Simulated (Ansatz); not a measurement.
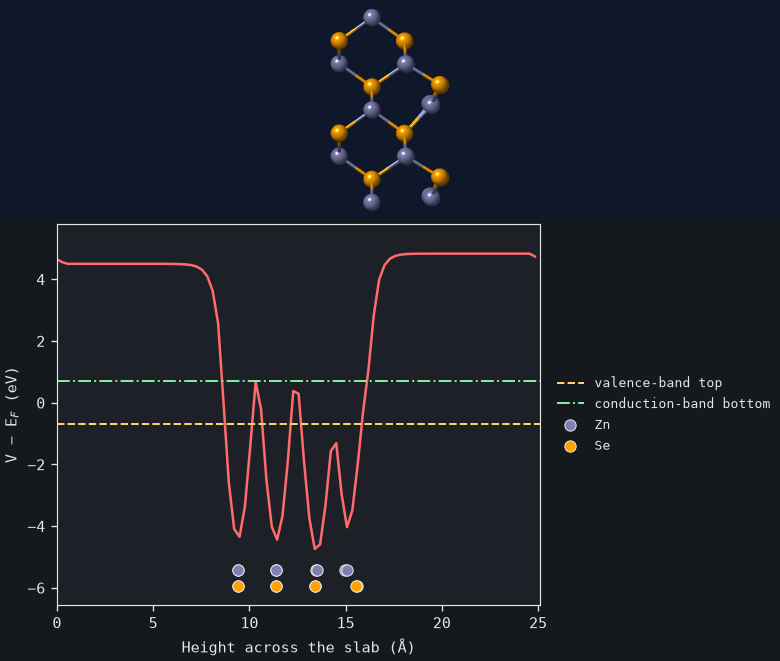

Plane-averaged electrostatic potential energy of an electron across the slab; circles at the bottom mark the heights of the atoms. The structure is drawn too. System: a (110) slab cut from ZnSe (F-43m), ended by ZnSe planes, 16 atoms in the cell, the slab at its places in the relaxed adsorbed structure. Method: DFT PBE+D3(BJ), scalar-relativistic, plane waves, PAW, no spin polarisation, 2×3×1 k mesh, Gaussian smearing of 0.05 eV (Ansatz).

From the vacuum level at the right face the ionisation potential is 5.53 eV and the electron affinity 4.14 eV; at the left face they are 5.20 and 3.81 eV. The slab's gap, their difference before rounding, is 1.39 eV. The vacuum levels differ by 0.33 eV, so the slab carries a dipole along its normal. The outermost atoms are 6.2 Å apart, which leaves 18.9 Å of vacuum in a cell 25.1 Å high.

The atoms aren't at rest in this cell (largest force 1.4 eV/Å), so the relaxed material can differ.
